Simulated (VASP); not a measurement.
**Geometry relaxation, with input and output: PtS₂ (part 3 of 4)**

Continued. System: PtS₂ (P-3m1, 3 atoms in the cell). Method: Kohn-Sham DFT of a periodic cell, BLYP with D3, VASP PAW PBE potentials, recommended, no spin polarisation (VASP 6.6.1); cutoff 600 eV, 9×9×5 k-mesh, fermi-dirac of 0.05 eV. The structure derives from an entry of the Crystallography Open Database.

Geometry of the input (Å; fractional positions):
```
3.5432  0.0000  0.0000
-1.7716  3.0685  0.0000
0.0000  0.0000  5.0388
Pt 0.0000  0.0000  0.0000
S  0.6667  0.3333  0.7730
S  0.3333  0.6667  0.2270
```

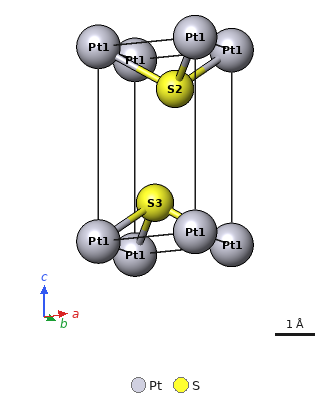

Fig. 1: The structure as given in the input (ball-and-stick view of the cell of the calculation, seen at an oblique angle; atoms are numbered from 1 in the order of the input).

**Parts of OUTCAR, continued**
```
 -----------------------------------------------------------------------------------
      0.00000      0.00000      0.00000        -0.000000      0.000000      0.000000
      1.77160      1.02283      3.89499         0.000000     -0.000000     -1.954825
     -0.00000      2.04567      1.14381        -0.000000      0.000000      1.954825
 -----------------------------------------------------------------------------------
    total drift:                                0.000000     -0.000000      0.000000

  FREE ENERGIE OF THE ION-ELECTRON SYSTEM (eV)
  ---------------------------------------------------
  free  energy   TOTEN  =       -14.7489294742 eV

  energy  without entropy=      -14.7489265540  energy(sigma->0) =      -14.74892801

--------------------------------------- Ionic step        2  -------------------------------------------

 number of electron      22.0000004 magnetization

 E-fermi :   4.3506     XC(G=0):  -9.0200     alpha+bet : -9.5094

 val. band max:        4.2611834699   @ k =   0.0000   0.0000   0.0000
 cond. band min:       4.5913522362   @ k =  -0.1111   0.3333   0.4000
 fundamental gap:      0.3301687663
 Fermi energy:         4.3505809682

 k-point     1 :       0.0000    0.0000    0.0000
  band No.  band energies     occupation
      1      -9.2221      2.00000
      2      -7.4630      2.00000
      3      -0.9006      2.00000
      4      -0.6181      2.00000
      5      -0.6181      2.00000
      6       1.5121      2.00000
      7       1.5121      2.00000
      8       2.6143      2.00000
      9       3.2831      2.00000
     10       3.2831      2.00000
     11       4.2612      1.71335
     12       5.5276      0.00000
     13       5.5276      0.00000
     14       7.8429      0.00000
     15       9.2297      0.00000

 k-point     2 :       0.1111   -0.0000    0.0000
  band No.  band energies     occupation
      1      -9.1256      2.00000
      2      -7.4969      2.00000
      3      -0.7779      2.00000
      4      -0.5512      2.00000
      5      -0.5329      2.00000
      6       1.3291      2.00000
      7       1.4228      2.00000
      8       2.2927      2.00000
      9       3.1915      2.00000
     10       3.2620      2.00000
     11       4.0893      1.98930
     12       5.4127      0.00000
     13       5.5140      0.00000
     14       8.3332      0.00000
     15       9.7516      0.00000

 k-point     3 :       0.2222    0.0000    0.0000
  band No.  band energies     occupation
      1      -8.8595      2.00000
      2      -7.5882      2.00000
      3      -0.5056      2.00000
      4      -0.3818      2.00000
      5      -0.2288      2.00000
      6       0.6350      2.00000
      7       1.2750      2.00000
      8       1.9268      2.00000
      9       2.9974      2.00000
     10       3.0664      2.00000
     11       3.5396      2.00000
     12       5.3181      0.00000
     13       5.5775      0.00000
     14       9.0524      0.00000
     15      10.4866      0.00000

 k-point     4 :       0.3333    0.0000    0.0000
  band No.  band energies     occupation
      1      -8.4958      2.00000
      2      -7.7172      2.00000
      3      -0.5977      2.00000
      4      -0.2081      2.00000
      5       0.1358      2.00000
      6       0.3924      2.00000
      7       1.2836      2.00000
      8       1.8046      2.00000
      9       2.5532      2.00000
     10       2.6264      2.00000
     11       2.9171      2.00000
     12       5.2151      0.00000
     13       5.7536      0.00000
     14       8.9677      0.00000
     15      10.9352      0.00000

 k-point     5 :       0.4444    0.0000    0.0000
  band No.  band energies     occupation
      1      -8.1478      2.00000
      2      -7.8852      2.00000
      3      -1.0868      2.00000
      4      -0.1262      2.00000
      5       0.3840      2.00000
      6       1.0795      2.00000
      7       1.5692      2.00000
      8       1.7743      2.00000
      9       2.0369      2.00000
     10       2.0815      2.00000
     11       2.3247      2.00000
     12       5.0948      0.00000
     13       5.8971      0.00000
     14       8.8316      0.00000
     15      10.8449      0.00000

 [... the levels of 18 k-points are left out ...]

 k-point    24 :      -0.1111    0.3333    0.2000
  band No.  band energies     occupation
      1      -8.5682      2.00000
      2      -7.7329      2.00000
      3      -0.6092      2.00000
      4      -0.3609      2.00000
      5      -0.0553      2.00000
      6       0.6331      2.00000
      7       1.0706      2.00000
      8       1.8950      2.00000
      9       2.7841      2.00000
     10       2.9551      2.00000
     11       3.7635      1.99998
     12       4.7109      0.00148
     13       5.3915      0.00000
     14       8.7928      0.00000
     15      11.1756      0.00000

 [... further k-points ...]

------------------------ aborting loop because EDIFF is reached ----------------------------------------

 Edisp (eV)   -1.54030

 E8    (eV) :    -1.0781

  FORCE on cell =-STRESS in cart. coord.  units (eV):
  Direction    XX          YY          ZZ          XY          YZ          ZX
  --------------------------------------------------------------------------------------
  -------------------------------------------------------------------------------------
  Total      -7.58058    -7.58058    -4.68095     0.00000     0.00000     0.00000
  in kB    -175.02191  -175.02191  -108.07478     0.00000     0.00000     0.00000
  external pressure =     -152.71 kB  Pullay stress =        0.00 kB

 VOLUME and BASIS-vectors are now :
 -----------------------------------------------------------------------------
  energy-cutoff  :      600.00
  volume of cell :       69.39
      direct lattice vectors                 reciprocal lattice vectors
     3.884122858  0.000000000  0.000000000     0.257458385  0.148643668  0.000000000
    -1.942061429  3.363749066 -0.000000000     0.000000000  0.297287336  0.000000000
     0.000000000  0.000000000  5.311338580     0.000000000  0.000000000  0.188276455

 POSITION                                       TOTAL-FORCE (eV/Angst)
 -----------------------------------------------------------------------------------
      3.88412      0.00000      0.00000        -0.000000      0.000000      0.000000
      1.94206      1.12125      4.00626         0.000000     -0.000000      1.291328
     -0.00000      2.24250      1.30508        -0.000000      0.000000     -1.291328
 -----------------------------------------------------------------------------------
    total drift:                                0.000000     -0.000000     -0.000000

  FREE ENERGIE OF THE ION-ELECTRON SYSTEM (eV)
  ---------------------------------------------------
  free  energy   TOTEN  =       -14.3674938107 eV

  energy  without entropy=      -14.3669813959  energy(sigma->0) =      -14.36723760

--------------------------------------- Ionic step        3  -------------------------------------------

 number of electron      22.0000002 magnetization

------------------------ aborting loop because EDIFF is reached ----------------------------------------

 Edisp (eV)   -1.73543

 E8    (eV) :    -1.2080

  FORCE on cell =-STRESS in cart. coord.  units (eV):
  Direction    XX          YY          ZZ          XY          YZ          ZX
  --------------------------------------------------------------------------------------
  -------------------------------------------------------------------------------------
  Total      -0.58342    -0.58342    -0.45508     0.00000     0.00000     0.00000
  in kB     -15.60431   -15.60431   -12.17153     0.00000     0.00000     0.00000
  external pressure =      -14.46 kB  Pullay stress =        0.00 kB

 VOLUME and BASIS-vectors are now :
 -----------------------------------------------------------------------------
  energy-cutoff  :      600.00
  volume of cell :       59.90
      direct lattice vectors                 reciprocal lattice vectors
     3.668713672  0.000000000  0.000000000     0.272575101  0.157371308  0.000000000
    -1.834356836  3.177199239 -0.000000000     0.000000000  0.314742616  0.000000000
     0.000000000  0.000000000  5.139137414     0.000000000  0.000000000  0.194585184

 POSITION                                       TOTAL-FORCE (eV/Angst)
 -----------------------------------------------------------------------------------
      0.00000      0.00000      0.00000        -0.000000      0.000000      0.000000
      1.83436      1.05907      3.93402         0.000000      0.000000     -0.286599
     -0.00000      2.11813      1.20511        -0.000000     -0.000000      0.286599
 -----------------------------------------------------------------------------------
    total drift:                                0.000000      0.000000     -0.000000

  FREE ENERGIE OF THE ION-ELECTRON SYSTEM (eV)
  ---------------------------------------------------
  free  energy   TOTEN  =       -15.0337232885 eV

  energy  without entropy=      -15.0336950319  energy(sigma->0) =      -15.03370916

 E-fermi :   6.9511     XC(G=0):  -9.9129     alpha+bet :-11.5659

 val. band max:        6.7710917556   @ k =   0.0000   0.0000   0.0000
 cond. band min:       7.2538056278   @ k =   0.3333   0.3333   0.0000
 fundamental gap:      0.4827138722
 Fermi energy:         6.9510851443

 k-point     1 :       0.0000    0.0000    0.0000
  band No.  band energies     occupation
      1      -8.1499      2.00000
      2      -5.5040      2.00000
      3       0.1307      2.00000
      4       0.5515      2.00000
      5       0.5515      2.00000
      6       3.1394      2.00000
      7       3.1394      2.00000
      8       4.6742      2.00000
      9       5.5703      2.00000
     10       5.5703      2.00000
     11       6.7711      1.94680
     12       8.3663      0.00000
     13       8.3663      0.00000
     14      11.4003      0.00000
     15      11.6509      0.00000

 k-point     2 :       0.1111   -0.0000    0.0000
  band No.  band energies     occupation
      1      -8.0106      2.00000
      2      -5.5714      2.00000
      3       0.2886      2.00000
      4       0.6407      2.00000
      5       0.6685      2.00000
      6       2.9180      2.00000
      7       3.0310      2.00000
      8       4.3305      2.00000
      9       5.4210      2.00000
     10       5.5482      2.00000
     11       6.5554      1.99927
     12       8.1847      0.00000
     13       8.3454      0.00000
     14      12.0973      0.00000
     15      12.2132      0.00000

 k-point     3 :       0.2222    0.0000    0.0000
  band No.  band energies     occupation
      1      -7.6216      2.00000
      2      -5.7416      2.00000
      3       0.6729      2.00000
      4       0.8628      2.00000
      5       1.0440      2.00000
      6       2.1294      2.00000
      7       2.8616      2.00000
      8       3.8149      2.00000
      9       5.1595      2.00000
     10       5.2990      2.00000
     11       5.8474      2.00000
     12       8.1576      0.00000
     13       8.4517      0.00000
     14      12.4384      0.00000
     15      13.3885      0.00000

 k-point     4 :       0.3333    0.0000    0.0000
  band No.  band energies     occupation
      1      -7.0791      2.00000
      2      -5.9540      2.00000
      3       0.6595      2.00000
      4       1.0772      2.00000
      5       1.4572      2.00000
      6       1.8065      2.00000
      7       2.9146      2.00000
      8       3.5708      2.00000
      9       4.6180      2.00000
     10       4.7298      2.00000
     11       5.0983      2.00000
     12       8.0672      0.00000
     13       8.7324      0.00000
     14      12.0388      0.00000
     15      13.8608      0.00000

 k-point     5 :       0.4444    0.0000    0.0000
  band No.  band energies     occupation
      1      -6.5579      2.00000
      2      -6.1930      2.00000
      3       0.0101      2.00000
      4       1.1653      2.00000
      5       1.7483      2.00000
      6       2.6874      2.00000
      7       3.3322      2.00000
      8       3.4358      2.00000
      9       4.0085      2.00000
     10       4.0185      2.00000
     11       4.3969      2.00000
     12       7.9020      0.00000
     13       8.9572      0.00000
     14      11.9978      0.00000
     15      13.3946      0.00000

 [... the levels of 18 k-points are left out ...]

 k-point    24 :      -0.1111    0.3333    0.2000
  band No.  band energies     occupation
      1      -7.1944      2.00000
      2      -5.9689      2.00000
      3       0.5335      2.00000
      4       0.8847      2.00000
      5       1.4415      2.00000
      6       1.9698      2.00000
      7       2.6620      2.00000
      8       3.7428      2.00000
      9       4.8858      2.00000
     10       5.1100      2.00000
     11       6.2066      2.00000
     12       7.4058      0.00022
     13       8.2002      0.00000
     14      11.9852      0.00000
     15      13.8309      0.00000

 [... further k-points ...]

[... ionic steps 4 to 21 ...]

--------------------------------------- Ionic step       22  -------------------------------------------

 number of electron      22.0000004 magnetization

------------------------ aborting loop because EDIFF is reached ----------------------------------------

 Edisp (eV)   -2.09126

 E8    (eV) :    -1.4757

  FORCE on cell =-STRESS in cart. coord.  units (eV):
  Direction    XX          YY          ZZ          XY          YZ          ZX
  --------------------------------------------------------------------------------------
  -------------------------------------------------------------------------------------
  Total       0.04610     0.04610     0.12898     0.00000     0.00000     0.00000
  in kB       1.39577     1.39577     3.90531     0.00000     0.00000     0.00000
  external pressure =        2.23 kB  Pullay stress =        0.00 kB

 VOLUME and BASIS-vectors are now :
 -----------------------------------------------------------------------------
  energy-cutoff  :      600.00
  volume of cell :       52.92
      direct lattice vectors                 reciprocal lattice vectors
     3.667125169 -0.000000000  0.000000000     0.272693173  0.157439477  0.000000000
    -1.833562585  3.175823555 -0.000000000     0.000000000  0.314878954  0.000000000
     0.000000000 -0.000000000  4.543723468    -0.000000000 -0.000000000  0.220083816

 POSITION                                       TOTAL-FORCE (eV/Angst)
 -----------------------------------------------------------------------------------
     -0.00000      0.00000      0.00000        -0.000000     -0.000000      0.000000
      1.83356      1.05861      3.33960        -0.000000      0.000000     -0.027728
     -0.00000      2.11722      1.20412         0.000000     -0.000000      0.027728
 -----------------------------------------------------------------------------------
    total drift:                               -0.000000     -0.000000      0.000000

  FREE ENERGIE OF THE ION-ELECTRON SYSTEM (eV)
  ---------------------------------------------------
  free  energy   TOTEN  =       -15.1349015121 eV

  energy  without entropy=      -15.1331658091  energy(sigma->0) =      -15.13403366

--------------------------------------- Ionic step       23  -------------------------------------------

 number of electron      22.0000004 magnetization

------------------------ aborting loop because EDIFF is reached ----------------------------------------

 Edisp (eV)   -2.08425

 E8    (eV) :    -1.4700
```
